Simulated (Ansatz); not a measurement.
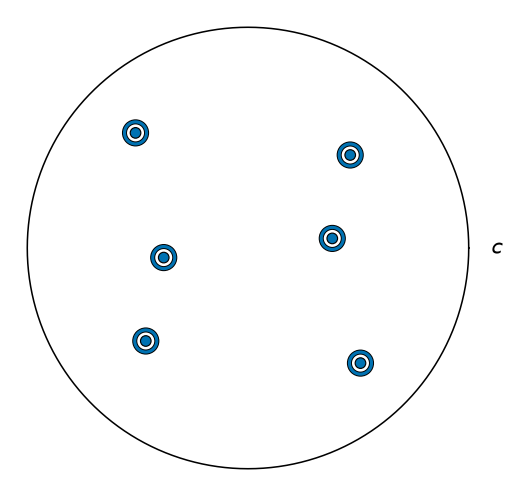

Stereographic projection: filled dots lie in the upper hemisphere, open rings in the lower. The a axis points at the viewer. The poles are all faces of one general form. Computed from the symmetry operations of a computed or model structure of composition C.

### Which point group is this?

-3m (D3d), order 12, trigonal system: one threefold axis, three twofold axes, three mirror planes, an inversion centre.

### Can such a crystal be piezoelectric, pyroelectric or chiral?

It is centrosymmetric, so neither piezoelectric nor pyroelectric; it is not chiral.
